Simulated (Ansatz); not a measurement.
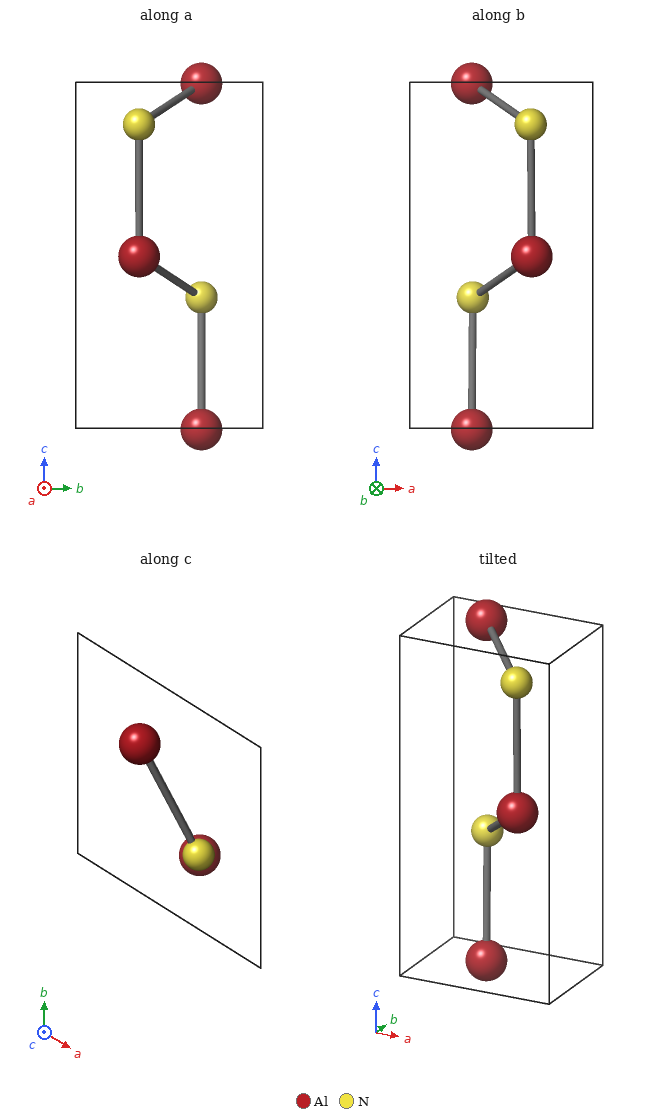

We look at a ball-and-stick model of the crystal along the a axis, along the b axis, along the c axis and slightly off an axis. The unit cell is outlined; an atom on or near a face, edge or corner is repeated at each equivalent position.

Lattice parameters: a = 3.1077 Å, b = 3.1742 Å, c = 4.9786 Å, α = 90.000°, β = 90.000°, γ = 122.133°.

Question: Express the structure as a CIF in P1 with every atom of the cell, with free fractional coordinates to two decimals.

Answer:
```cif
data_structure
_symmetry_space_group_name_H-M 'P 1'
_symmetry_Int_Tables_number 1
_cell_length_a 3.1077
_cell_length_b 3.1742
_cell_length_c 4.9786
_cell_angle_alpha 90.000
_cell_angle_beta 90.000
_cell_angle_gamma 122.133
_cell_volume 41.59
loop_
_atom_site_label
_atom_site_type_symbol
_atom_site_fract_x
_atom_site_fract_y
_atom_site_fract_z
_atom_site_occupancy
Al1 Al 0.34 0.67 0.00 1
Al2 Al 0.67 0.34 0.50 1
N1 N 0.34 0.67 0.38 1
N2 N 0.66 0.34 0.88 1
```

The structure was taken from a structure type filled with these elements by a generator (whether the compound takes this form wasn't checked). The cell was then strained or its atoms displaced on purpose. An electronic-structure calculation with Ansatz was run on it.

At this level of theory the cell isn't at rest (compressed, at 5 GPa), so its distances can differ from those at equilibrium, the more so the softer the solid.
